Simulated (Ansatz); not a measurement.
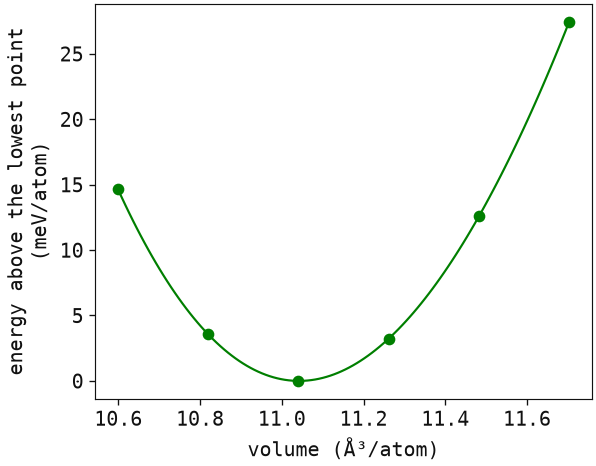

The picture above shows the energy above the lowest point against volume for HfO₂, space group Fm-3m (No. 225) (one of a set of cubic test structures, which need not be the stable phase).

Computed with Ansatz 0.2.0 development build: equation of state of a cubic crystal from periodic Kohn-Sham density functional theory without spin, third-order Birch-Murnaghan fit to the free energies; pressure corrected for the finite basis. Level: PBE.

structure type fluorite; atoms in cell 3; space group number 225; lattice centring face-centred primitive; k mesh 37×37×37; occupation method Fermi–Dirac; occupation width 0.06123 eV; wave cutoff 420 eV; datasets soft-1 PAW; density tolerance 1e−07 eV; bands 23; density cutoff ratio 4; search for lower states default.

From this curve and the settings, what does the calculation give for the pressure at the same points?

The pressure falls from 11.0 GPa at volume 10.60 Å³/atom to −12.7 GPa at 11.70 Å³/atom, and changes sign near 11.04 Å³/atom.

```tsv
volume (Å³/atom)	pressure (GPa)
10.60	11.0
10.82	5.2
11.04	0.0
11.26	-4.6
11.48	-8.9
11.70	-12.7
```

Keep in mind: cubic model structure, not the ambient form.
